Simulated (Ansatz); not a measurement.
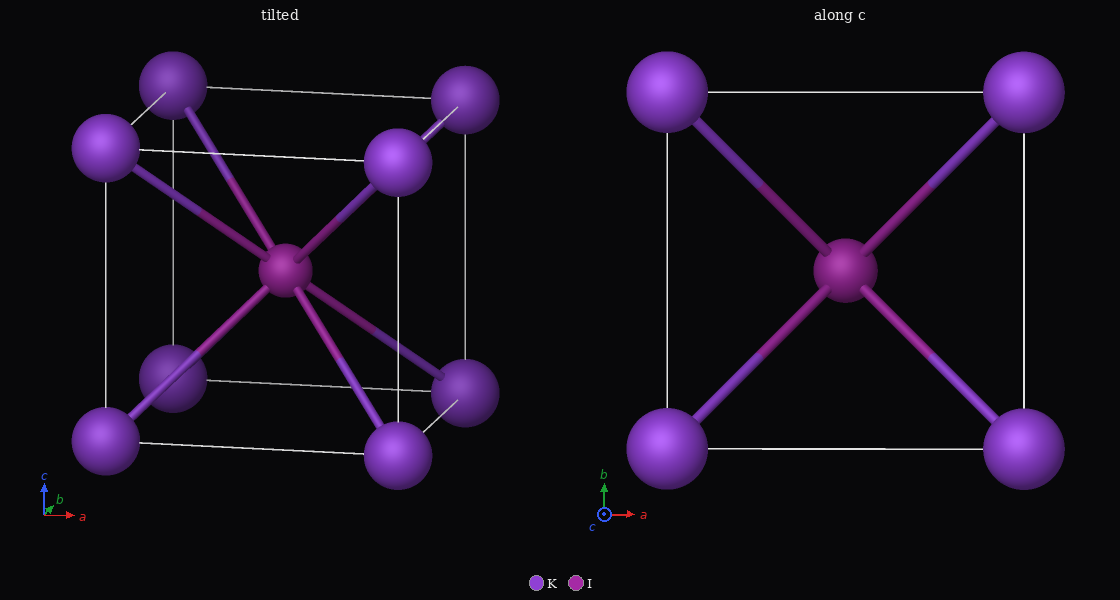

Drawn in the ball-and-stick manner and seen slightly off an axis and along the c axis. The wireframe shows the unit cell.

KI, a = 4.236 Å, b = 4.236 Å, c = 4.238 Å, α = 90.00°, β = 90.00°, γ = 90.05°. Within 0.01 Å the space group is Pm-3m (No. 221), primitive cubic: caesium chloride (CsCl, B2) type. It goes back to a structure type filled with these elements by a generator (whether the compound takes this form wasn't checked). Earlier steps of the study may have refined or changed the cell and positions. It was run through Ansatz as a DFT input.

This one geometry was computed with Ansatz (DFT, plane waves, PAW) at four levels of theory: r2SCAN, LDA, PBE+D3(BJ) and HSE06.

### Which level gives the highest pressure at this volume, and what does that say about its equilibrium volume?

Highest: r2SCAN (0.6 GPa) and HSE06 (0.9 GPa), which points to the largest equilibrium volume. Lowest, with the smallest volume: LDA (-1.3 GPa). Levels within 0.5 GPa of each other can't be told apart.

### How does the band gap change with the level of theory?

LDA: a gap of 3.08 eV, indirect; PBE+D3(BJ): a gap of 3.43 eV, indirect; r2SCAN: a gap of 4.15 eV, indirect; HSE06: a gap of 4.42 eV, indirect.

### Collect the results in a table.

| level | cutoff (eV) | k-mesh of the run's cell | gap (eV) | pressure (GPa) |
| --- | --- | --- | --- | --- |
| r2SCAN | 500 | 6×6×6 | 4.15 | 0.6 |
| LDA | 420 | 6×6×6 | 3.08 | -1.3 |
| PBE+D3(BJ) | 420 | 6×6×6 | 3.43 | 0.0 |
| HSE06 | 420 | 4×4×4 | 4.42 | 0.9 |

Gaps are taken on the k-mesh or band path of each run.
